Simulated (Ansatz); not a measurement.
# Single-point calculation of MnSi (part 1 of 2)

System: MnSi (P2₁3, 8 atoms in the cell).
Method: DFT PBE, spin-orbit coupling, plane waves, PAW (Ansatz 0.2.0).

The structure derives from an entry of the Crystallography Open Database. Figures and captions count atoms from 1; the log counts them from 0 in places.

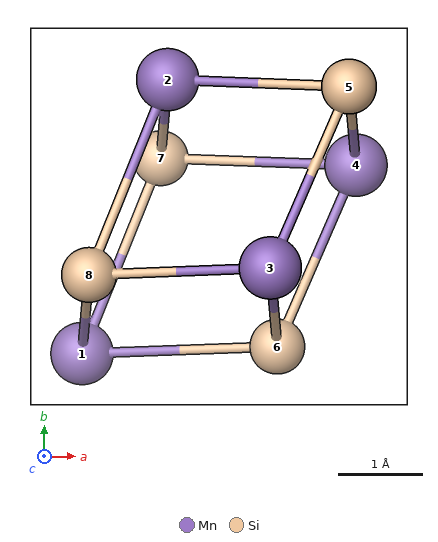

Fig. 1: The structure as given in the input (ball-and-stick view of the cell of the calculation, along the c axis; atoms are numbered from 1 in the order of the input). An atom can appear more than once, as a periodic image. Near neighbours in the periodic cell (some may lie outside the picture): Mn has 7 Si at 2.28 to 2.53 Å; Si has 7 Mn at 2.28 to 2.53 Å.

## Input
```yaml
crystal:
  lattice:
    - [4.5181925647, 0.0, 0.0]
    - [0.0, 4.5181925647, 0.0]
    - [0.0, 0.0, 4.5181925647]
  atoms:
    - { symbol: Mn, position: [0.1363674733, 0.1363674733, 0.1363674733], spin: 3.5, spin_axis: [0.70710678, 0.70710678, 0.0] }
    - { symbol: Mn, position: [0.3636325267, 0.8636325267, 0.6363674733], spin: 3.5, spin_axis: [0.70710678, 0.70710678, 0.0] }
    - { symbol: Mn, position: [0.6363674733, 0.3636325267, 0.8636325267], spin: 3.5, spin_axis: [0.70710678, 0.70710678, 0.0] }
    - { symbol: Mn, position: [0.8636325267, 0.6363674733, 0.3636325267], spin: 3.5, spin_axis: [0.70710678, 0.70710678, 0.0] }
    - { symbol: Si, position: [0.8451638357, 0.8451638357, 0.8451638357] }
    - { symbol: Si, position: [0.6548361643, 0.1548361643, 0.3451638357] }
    - { symbol: Si, position: [0.3451638357, 0.6548361643, 0.1548361643] }
    - { symbol: Si, position: [0.1548361643, 0.3451638357, 0.6548361643] }
basis:
  ecutwfc: 420
  ecutrho_ratio: 4
kpoints:
  mp_grid: { grid: [8, 8, 8] }
hamiltonian:
  xc: pbe
scf:
  occupations: { method: gaussian, width: 0.05 }
  convergence: { dr2_threshold: 1.0e-10 }
output:
  forces: true
  stress: true
  eigenvalues: true
  populations: true
  hubbard: { sites: [{ species: Mn, l: d }] }
magnetization:
  noncollinear: true
  spin_orbit: true
```

Hardware: 4 threads of Intel Xeon (Granite Rapids), 64 GiB of memory available, shared host.

Launched with:
```bash
ansatz run input.yaml --threads 4 --pin off --max-ram 10240MiB --backend cpu --events-out ev --progress --plain --runs-dir out
```

## The program's output
```
Engine: ansatz 0.2.0, x86_64-unknown-linux-gnu
Pseudopotentials: kind: paw_fr
Pseudopotential: Mn, paw_fr, valence charge 15, recommended cutoff 420 eV (normal), Mn.paw.azcp#standard-fr
Pseudopotential: Si, paw_fr, valence charge 4, recommended cutoff 420 eV (normal), Si.paw.azcp#standard-fr
Functional definition: PBE
  parameter kappa = 0.804
  parameter beta = 0.06672455060314922
  exchange = pbe_x(kappa = kappa, mu = beta*pi^2/3)
  correlation = pbe_c(beta = beta)
Crystal: 8 atoms, lattice volume = 92.235 Å³
Basis set: ecut = 420 eV, 1839 PW (Γ), exchange–correlation on 64×64×64 points (8 copies of the dense FFT grid, shifted against one another)
Bands: 92, of which v1, the nominal top of the filled ones, is band 76 counted from 1 (75 counted from 0)
Symmetry: 1 space group operations + 1 with time reversal
Magnetic group: BNS 4.9 (UNI 16), of the structure as read, at distance tolerance 4.5e-5 Å
k-points: 320 of 512 (time reversal used)
Projection manifold: j_resolved (fully-relativistic pseudo-atomic orbitals)
Non-local potential: Mn, projectors of the file, l = 0: 3, l = 1: 4, l = 2: 6, l = 3: 2
Non-local potential: Si, projectors of the file, l = 0: 2, l = 1: 4, l = 2: 4
PAW form: soft (Blöchl's): semilocal exchange-correlation on the pseudo side does not see the compensation charge
PAW one-centre angular grid: Mn, 590 points (default); XC on 64 Gauss nodes
PAW one-centre angular grid: Si, 110 points (default); XC on 64 Gauss nodes
Initial density: superposition of atomic densities (chi_scale 0.1, normalization cell)
Starting moments: Σ|m| = 14 μB on 4 of 8 sites
Initial wavefunctions: pseudopotential atomic-orbital guess
Functional: x = pbe(κ = 0.804, μ = 0.2195149727645171), c = pbe(β = 0.06672455060314922)
iter 1 solved again at ethr=2.73e-3 eV; its pass at ethr=3.10e-3 eV (dr2=2.08e0 eV) is discarded
SCF iter   1: F=—  HF=-18141.214824 eV  |F-HF|=—  |Δ(HF+E_count)|=         —  Δρ=1.20e-1  dr2=2.07e0  dr2_m=6.08e0  ethr=2.73e-3  |M|=8.18e0 ∫|m|=9.49e0 μB  |m|>n=0.0e0 m-floor=0.0e0 τ_xc=4.6e-15 mc-row=0.0e0  β_m=0.30  ⟨swp⟩=1.3  Hψ=166203  notcnv=0
preconditioner: auto → Kerker (q_TF=auto, 2.642 Å⁻¹)  [metal: Δε(μ)=0.002 eV  Ē_g=5.835 eV  σ=0.050 eV  W_gap=0.02  n_scr=26 (ndim 8)  ℏωp=25.6 eV  f_vac=0.000  D(μ)=2.70/eV (n_scr^D=18)]
spin=Noncollinear: Kerker preconditioning applied to the charge; magnetization (m_x, m_y, m_z) channels mix plain (no charge-response kernel on spin).
SCF iter   2: F=—  HF=-18141.831906 eV  |F-HF|=—  |Δ(HF+E_count)|=   6.17e-1  Δρ=9.07e-2  dr2=1.32e0  dr2_m=3.48e0  ethr=2.73e-3  |M|=8.02e0 ∫|m|=9.29e0 μB  |m|>n=0.0e0 m-floor=0.0e0 τ_xc=1.7e-3 mc-row=0.0e0  β_m=0.30  ⟨swp⟩=2.2  Hψ=40467  notcnv=0  defer=71
SCF iter   3: F=—  HF=-18141.827927 eV  |F-HF|=—  |Δ(HF+E_count)|=   3.98e-3  Δρ=6.78e-2  dr2=6.15e-3  dr2_m=1.94e0  ethr=1.73e-3  |M|=7.86e0 ∫|m|=9.14e0 μB  |m|>n=0.0e0 m-floor=0.0e0 τ_xc=2.7e-3 mc-row=0.0e0  β_m=0.30  ⟨swp⟩=2.0  Hψ=49218  notcnv=0  defer=2275
SCF iter   4: F=—  HF=-18142.093958 eV  |F-HF|=—  |Δ(HF+E_count)|=   2.66e-1  Δρ=5.55e-2  dr2=5.50e-3  dr2_m=1.30e0  ethr=8.09e-6  |M|=7.61e0 ∫|m|=8.89e0 μB  |m|>n=0.0e0 m-floor=0.0e0 τ_xc=3.4e-3 mc-row=0.0e0  β_m=0.30  ⟨swp⟩=2.0  Hψ=54806  notcnv=0  defer=2677
SCF iter   5: F=—  HF=-18142.258357 eV  |F-HF|=—  |Δ(HF+E_count)|=   1.64e-1  Δρ=4.67e-2  dr2=4.34e-3  dr2_m=9.21e-1  ethr=7.23e-6  |M|=7.34e0 ∫|m|=8.63e0 μB  |m|>n=0.0e0 m-floor=0.0e0 τ_xc=4.0e-3 mc-row=0.0e0  β_m=0.30  ⟨swp⟩=2.1  Hψ=53691  notcnv=0  defer=2682
SCF iter   6: F=—  HF=-18142.363800 eV  |F-HF|=—  |Δ(HF+E_count)|=   1.05e-1  Δρ=3.91e-2  dr2=1.29e-3  dr2_m=6.47e-1  ethr=5.71e-6  |M|=7.13e0 ∫|m|=8.40e0 μB  |m|>n=0.0e0 m-floor=0.0e0 τ_xc=4.5e-3 mc-row=0.0e0  β_m=0.30  ⟨swp⟩=2.4  Hψ=59679  notcnv=0  defer=2635
SCF iter   7: F=—  HF=-18142.438087 eV  |F-HF|=—  |Δ(HF+E_count)|=   7.43e-2  Δρ=3.54e-2  dr2=1.27e-3  dr2_m=5.31e-1  ethr=1.70e-6  |M|=6.86e0 ∫|m|=8.13e0 μB  |m|>n=0.0e0 m-floor=0.0e0 τ_xc=4.9e-3 mc-row=0.0e0  β_m=0.30  ⟨swp⟩=2.0  Hψ=54584  notcnv=0  defer=2649
SCF iter   8: F=—  HF=-18142.496758 eV  |F-HF|=—  |Δ(HF+E_count)|=   5.87e-2  Δρ=3.36e-2  dr2=4.23e-3  dr2_m=4.77e-1  ethr=1.67e-6  |M|=6.56e0 ∫|m|=7.83e0 μB  |m|>n=0.0e0 m-floor=0.0e0 τ_xc=5.2e-3 mc-row=0.0e0  β_m=0.30  ⟨swp⟩=2.0  Hψ=53275  notcnv=0  defer=2628
SCF iter   9: F=—  HF=-18142.548217 eV  |F-HF|=—  |Δ(HF+E_count)|=   5.15e-2  Δρ=3.20e-2  dr2=8.05e-3  dr2_m=4.32e-1  ethr=1.67e-6  |M|=6.27e0 ∫|m|=7.54e0 μB  |m|>n=0.0e0 m-floor=0.0e0 τ_xc=5.5e-3 mc-row=0.0e0  β_m=0.30  ⟨swp⟩=2.0  Hψ=52282  notcnv=0  defer=2629
SCF iter  10: F=—  HF=-18142.594626 eV  |F-HF|=—  |Δ(HF+E_count)|=   4.64e-2  Δρ=3.03e-2  dr2=1.42e-2  dr2_m=3.88e-1  ethr=1.67e-6  |M|=6.01e0 ∫|m|=7.26e0 μB  |m|>n=0.0e0 m-floor=0.0e0 τ_xc=5.6e-3 mc-row=0.0e0  β_m=0.30  ⟨swp⟩=2.1  Hψ=50462  notcnv=0  defer=2629
SCF iter  11: F=—  HF=-18142.635627 eV  |F-HF|=—  |Δ(HF+E_count)|=   4.10e-2  Δρ=2.83e-2  dr2=1.93e-2  dr2_m=3.38e-1  ethr=1.67e-6  |M|=5.78e0 ∫|m|=7.01e0 μB  |m|>n=0.0e0 m-floor=0.0e0 τ_xc=5.7e-3 mc-row=0.0e0  β_m=0.30  ⟨swp⟩=2.5  Hψ=52987  notcnv=0  defer=2291
Mixer restart at iter 11: flushing history
spin-set hold released at iteration 11 (site moments contracting): the magnetisation degrees of freedom join the quasi-Newton model from the next iteration; the mixer history was flushed
SCF iter  12: F=—  HF=-18142.668568 eV  |F-HF|=—  |Δ(HF+E_count)|=   3.29e-2  Δρ=2.61e-2  dr2=7.16e-3  dr2_m=2.89e-1  ethr=1.67e-6  |M|=5.58e0 ∫|m|=6.78e0 μB  |m|>n=0.0e0 m-floor=0.0e0 τ_xc=5.7e-3 mc-row=0.0e0  β_m=0.33  ⟨swp⟩=3.0  Hψ=57851  notcnv=0  defer=2232
SCF iter  13: F=—  HF=-18142.799478 eV  |F-HF|=—  |Δ(HF+E_count)|=   1.31e-1  Δρ=2.75e-2  dr2=1.29e-1  dr2_m=3.19e-1  ethr=1.67e-6  |M|=4.61e0 ∫|m|=5.72e0 μB  |m|>n=0.0e0 m-floor=0.0e0 τ_xc=5.6e-3 mc-row=0.0e0  β_m=0.56  ⟨swp⟩=3.1  Hψ=69261  notcnv=0  defer=2132
SCF iter  14: F=-18142.462242 eV  HF=-18142.996533 eV  |F-HF|=5.34e-1  |Δ(HF+E_count)|=   1.97e-1  Δρ=2.62e-2  dr2=5.44e-1  dr2_m=2.98e-2  ethr=1.67e-6  |M|=4.00e0 ∫|m|=4.83e0 μB  |m|>n=0.0e0 m-floor=0.0e0 τ_xc=4.2e-3 mc-row=0.0e0  β_m=0.08  ⟨swp⟩=4.3  Hψ=90068  notcnv=0  defer=2154
SCF iter  15: F=-18142.904967 eV  HF=-18142.932365 eV  |F-HF|=2.74e-2  |Δ(HF+E_count)|=   6.42e-2  Δρ=6.70e-3  dr2=3.19e-2  dr2_m=5.13e-3  ethr=1.67e-6  |M|=3.93e0 ∫|m|=4.60e0 μB  |m|>n=0.0e0 m-floor=0.0e0 τ_xc=4.2e-3 mc-row=0.0e0  β_m=0.35  ⟨swp⟩=3.7  Hψ=73951  notcnv=0  defer=2263
SCF iter  16: F=-18142.911830 eV  HF=-18142.895138 eV  |F-HF|=1.67e-2  |Δ(HF+E_count)|=   3.72e-2  Δρ=1.46e-2  dr2=1.24e-2  dr2_m=8.97e-2  ethr=1.67e-6  |M|=3.61e0 ∫|m|=4.10e0 μB  |m|>n=0.0e0 m-floor=0.0e0 τ_xc=3.8e-3 mc-row=0.0e0  β_m=0.67  ⟨swp⟩=3.0  Hψ=66498  notcnv=0  defer=2407  recentre
SCF iter  17: F=-18142.930024 eV  HF=-18142.929542 eV  |F-HF|=4.82e-4  |Δ(HF+E_count)|=   3.44e-2  Δρ=4.14e-3  dr2=1.84e-3  dr2_m=7.24e-3  ethr=1.67e-6  |M|=3.99e0 ∫|m|=4.69e0 μB  |m|>n=0.0e0 m-floor=0.0e0 τ_xc=4.1e-3 mc-row=0.0e0  β_m=0.69  ⟨swp⟩=3.0  Hψ=66489  notcnv=0  defer=2586
SCF iter  18: F=-18142.930254 eV  HF=-18142.928204 eV  |F-HF|=2.05e-3  |Δ(HF+E_count)|=   1.34e-3  Δρ=5.80e-3  dr2=1.45e-3  dr2_m=1.42e-2  ethr=1.67e-6  |M|=3.99e0 ∫|m|=4.69e0 μB  |m|>n=0.0e0 m-floor=0.0e0 τ_xc=4.0e-3 mc-row=0.0e0  β_m=0.85  ⟨swp⟩=1.2  Hψ=30645  notcnv=0  defer=2499
SCF iter  19: F=-18142.932133 eV  HF=-18142.931880 eV  |F-HF|=2.53e-4  |Δ(HF+E_count)|=   3.68e-3  Δρ=1.78e-3  dr2=2.07e-5  dr2_m=1.34e-3  ethr=1.67e-6  |M|=3.94e0 ∫|m|=4.54e0 μB  |m|>n=0.0e0 m-floor=0.0e0 τ_xc=3.9e-3 mc-row=0.0e0  β_m=0.73  ⟨swp⟩=2.7  Hψ=53428  notcnv=0  defer=2499
SCF iter  20: F=-18142.932260 eV  HF=-18142.932259 eV  |F-HF|=1.65e-6  |Δ(HF+E_count)|=   3.79e-4  Δρ=2.66e-4  dr2=2.80e-5  dr2_m=1.93e-5  ethr=2.72e-8  |M|=3.97e0 ∫|m|=4.58e0 μB  |m|>n=0.0e0 m-floor=0.0e0 τ_xc=3.9e-3 mc-row=0.0e0  β_m=0.87  ⟨swp⟩=3.0  Hψ=59483  notcnv=0  defer=2462
SCF iter  21: F=-18142.932275 eV  HF=-18142.932274 eV  |F-HF|=7.04e-7  |Δ(HF+E_count)|=   1.58e-5  Δρ=1.76e-4  dr2=1.11e-5  dr2_m=8.42e-6  ethr=2.72e-8  |M|=3.97e0 ∫|m|=4.58e0 μB  |m|>n=0.0e0 m-floor=0.0e0 τ_xc=3.9e-3 mc-row=0.0e0  β_m=0.93  ⟨swp⟩=2.0  Hψ=35624  notcnv=0  defer=2460
SCF iter  22: F=-18142.932283 eV  HF=-18142.932283 eV  |F-HF|=4.38e-7  |Δ(HF+E_count)|=   8.90e-6  Δρ=3.67e-5  dr2=8.56e-7  dr2_m=5.91e-7  ethr=1.47e-8  |M|=3.97e0 ∫|m|=4.58e0 μB  |m|>n=0.0e0 m-floor=0.0e0 τ_xc=3.9e-3 mc-row=0.0e0  β_m=0.97  ⟨swp⟩=2.2  Hψ=43298  notcnv=0  defer=2460
SCF iter  23: F=-18142.932283 eV  HF=-18142.932284 eV  |F-HF|=3.83e-7  |Δ(HF+E_count)|=   3.29e-7  Δρ=1.92e-5  dr2=4.08e-7  dr2_m=3.24e-8  ethr=1.13e-9  |M|=3.97e0 ∫|m|=4.58e0 μB  |m|>n=0.0e0 m-floor=0.0e0 τ_xc=3.9e-3 mc-row=0.0e0  β_m=0.98  ⟨swp⟩=2.1  Hψ=40903  notcnv=0  defer=2460
SCF iter  24: F=-18142.932283 eV  HF=-18142.932284 eV  |F-HF|=9.32e-7  |Δ(HF+E_count)|=   3.80e-8  Δρ=2.97e-5  dr2=9.74e-7  dr2_m=2.65e-8  ethr=5.37e-10  |M|=3.97e0 ∫|m|=4.58e0 μB  |m|>n=0.0e0 m-floor=0.0e0 τ_xc=3.9e-3 mc-row=0.0e0  β_m=0.85  ⟨swp⟩=2.0  Hψ=36121  notcnv=0  defer=2460
SCF iter  25: F=-18142.932284 eV  HF=-18142.932284 eV  |F-HF|=1.94e-8  |Δ(HF+E_count)|=   3.73e-8  Δρ=7.31e-6  dr2=2.45e-8  dr2_m=2.00e-8  ethr=5.37e-10  |M|=3.97e0 ∫|m|=4.58e0 μB  |m|>n=0.0e0 m-floor=0.0e0 τ_xc=3.9e-3 mc-row=0.0e0  β_m=0.93  ⟨swp⟩=2.0  Hψ=35645  notcnv=0  defer=2460
SCF iter  26: F=-18142.932284 eV  HF=-18142.932284 eV  |F-HF|=4.56e-9  |Δ(HF+E_count)|=   2.03e-8  Δρ=4.05e-6  dr2=8.62e-9  dr2_m=9.12e-9  ethr=3.22e-11  |M|=3.97e0 ∫|m|=4.58e0 μB  |m|>n=0.0e0 m-floor=0.0e0 τ_xc=3.9e-3 mc-row=0.0e0  β_m=0.96  ⟨swp⟩=2.0  Hψ=41135  notcnv=0  defer=2460
SCF iter  27: F=-18142.932284 eV  HF=-18142.932284 eV  |F-HF|=1.31e-9  |Δ(HF+E_count)|=   7.86e-9  Δρ=1.43e-6  dr2=1.58e-9  dr2_m=2.49e-10  ethr=1.13e-11  |M|=3.97e0 ∫|m|=4.58e0 μB  |m|>n=0.0e0 m-floor=0.0e0 τ_xc=3.9e-3 mc-row=0.0e0  β_m=0.96  ⟨swp⟩=3.0  Hψ=63482  notcnv=0  defer=2460
SCF iter  28: F=-18142.932284 eV  HF=-18142.932284 eV  |F-HF|=6.80e-10  |Δ(HF+E_count)|=  3.38e-10  Δρ=9.97e-7  dr2=7.75e-10  dr2_m=3.66e-11  ethr=2.08e-12  |M|=3.97e0 ∫|m|=4.58e0 μB  |m|>n=0.0e0 m-floor=0.0e0 τ_xc=3.9e-3 mc-row=0.0e0  β_m=0.98  ⟨swp⟩=2.2  Hψ=41954  notcnv=0  defer=2460
SCF iter  29: F=-18142.932284 eV  HF=-18142.932284 eV  |F-HF|=1.24e-10  |Δ(HF+E_count)|=  3.27e-11  Δρ=3.91e-7  dr2=1.46e-10  dr2_m=3.13e-12  ethr=1.02e-12  |M|=3.97e0 ∫|m|=4.58e0 μB  |m|>n=0.0e0 m-floor=0.0e0 τ_xc=3.9e-3 mc-row=0.0e0  β_m=0.95  ⟨swp⟩=2.0  Hψ=38611  notcnv=0  defer=2460
SCF iter  30: F=-18142.932284 eV  HF=-18142.932284 eV  |F-HF|=2.18e-11  |Δ(HF+E_count)|=  3.64e-12  Δρ=1.73e-7  dr2=2.37e-11  dr2_m=4.29e-13  ethr=1.00e-12  |M|=3.97e0 ∫|m|=4.58e0 μB  |m|>n=0.0e0 m-floor=0.0e0 τ_xc=3.9e-3 mc-row=0.0e0  ⟨swp⟩=11.3  Hψ=111702  notcnv=0
at 1 of the mixer's solves, the last at iteration 13, it left a direction of its history that read negative out of its fit and stepped the other way along it
SCF 1 converged in 30 iterations: F = -18142.932284 eV  dr2 = 2.37e-11
  greatest PAW one-centre occupation: 1.000 electrons in one spin orbital (limit 2), on the Mn atom at site 3 (counted from 0), in its partial waves of l = 0
```

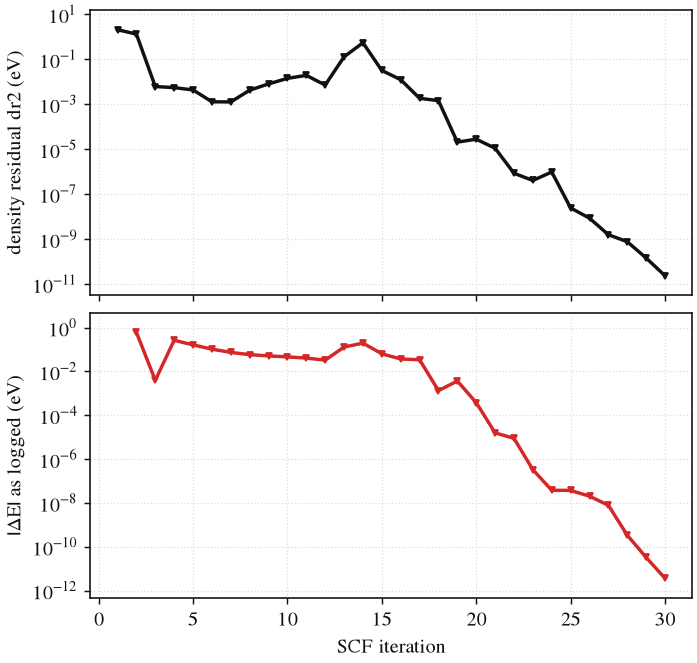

Fig. 2: Convergence of the self-consistent field: density residual dr2 and size of the energy change against the SCF iteration. The residual falls unevenly and jumps up by a factor of two or more 4 times on the way down.
